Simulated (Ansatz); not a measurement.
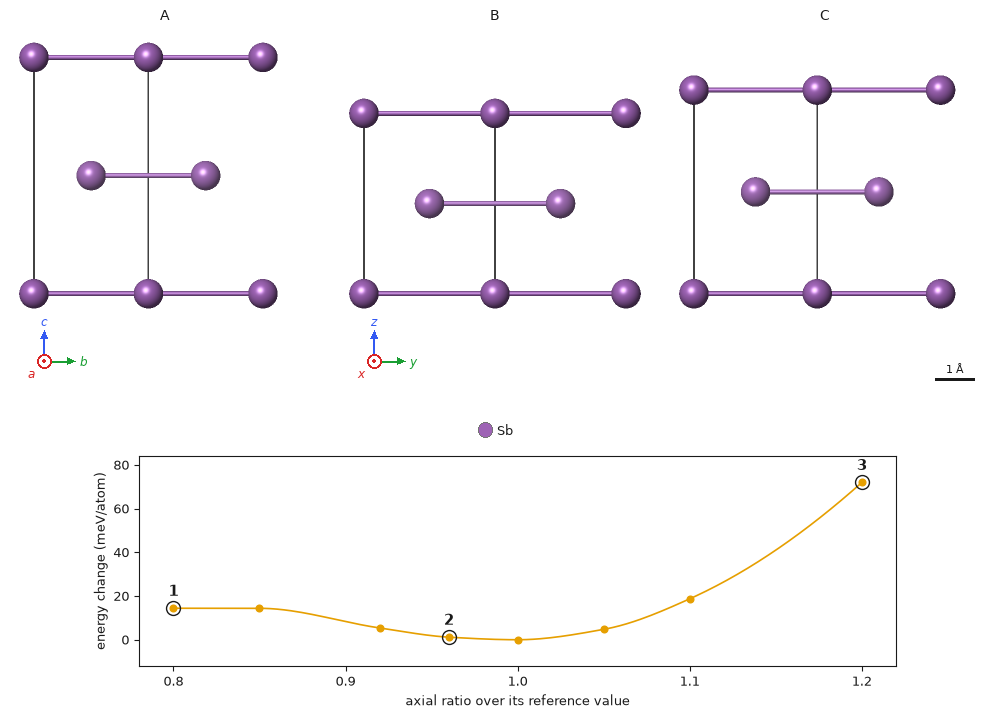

Energy scan for a crystal of Sb (I4/mmm), in which the ratio of the cell's length along z to its lengths across, counted as 1 for the reference, is changed at fixed volume (a c/a path), with the atoms kept at their fractional coordinates. x, y and z are the Cartesian axes of the input. The frames are shuffled; the numbered points of the plot belong to them. The picture is a ball-and-stick view of the conventional cell (2 times the calculation's cell), repeated 2 × 2 × 1 with one cell outlined, seen along the a axis. Lengths and directions refer to the drawn axes.

Method: DFT PBE, scalar-relativistic, plane waves, PAW in Ansatz. (plane-wave cutoff 420 eV; k-point mesh 24 × 24 × 24; occupations gaussian; smearing width 0.15 eV; no spin polarisation). Energies (free energies at the smearing named) are counted from the cell as listed in its source, which wasn't relaxed.

**Which frame belongs to which numbered point?**

Point 1 is frame B (the relative ratio 0.80, 14.4 meV/atom); 2 is frame C (the relative ratio 0.96, 1.2 meV/atom); 3 is frame A (the relative ratio 1.20, 72.0 meV/atom). The lowest computed point lies at the relative ratio 1.00 (0.0 meV/atom). The unrelaxed reference is under a pressure of 1.9 GPa. The distortion keeps the space group I4/mmm. At the relative ratio 0.80 the cell of the drawing goes a 3.153 → 3.397 Å, b 3.153 → 3.397 Å, c 5.424 → 4.674 Å.
